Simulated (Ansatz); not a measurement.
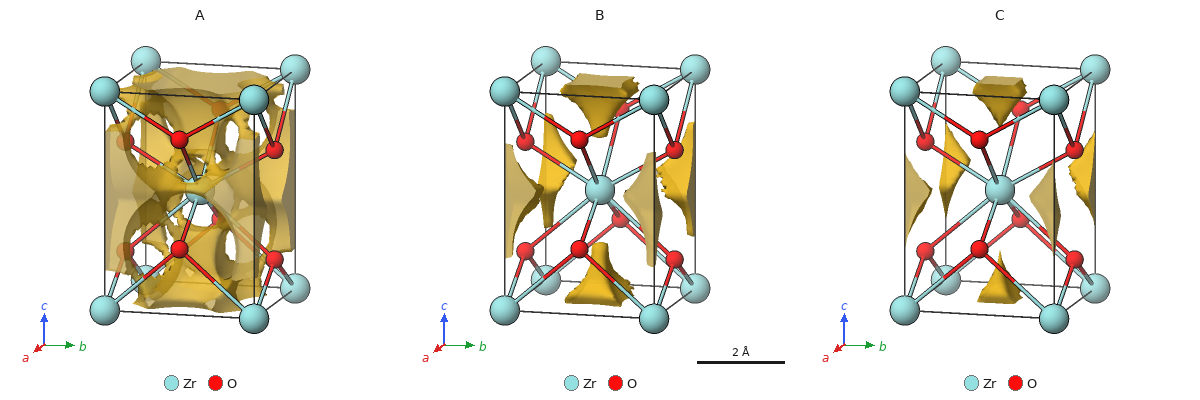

Three surfaces of the space that a probe's centre can reach in ZrO₂ (P4_2/nmc), computed for probe radii of 0.10, 0.35, 0.45 Å, in shuffled order. Pale faces close the region where the drawn box cuts it.

The atoms' radii are Shannon crystal radii (six-coordinate where tabulated): Zr 0.86 Å, O 1.26 Å.

Source of the atomic positions: the geometry relaxed with DFT, PBEsol, plane waves, PAW in Ansatz 0.2.0.

```
CELL_PARAMETERS angstrom
3.58452 0.00000 0.00000
0.00000 3.58452 0.00000
0.00000 0.00000 5.17729
ATOMIC_POSITIONS crystal
Zr 0.00000 0.00000 0.00000
Zr 0.50000 0.50000 0.50000
O 0.00000 0.50000 0.29854
O 0.00000 0.50000 0.79854
O 0.50000 0.00000 0.70146
O 0.50000 0.00000 0.20146
```

Which panel belongs to which radius, and what does each show?

Answer. A: 0.10 Å, a three-dimensional network, 27 % of the volume. B: 0.35 Å, isolated pockets that do not connect across cells, 6.2 % of the volume. C: 0.45 Å, isolated pockets that do not connect across cells, 2.8 % of the volume. The larger the probe, the smaller the space left to it.
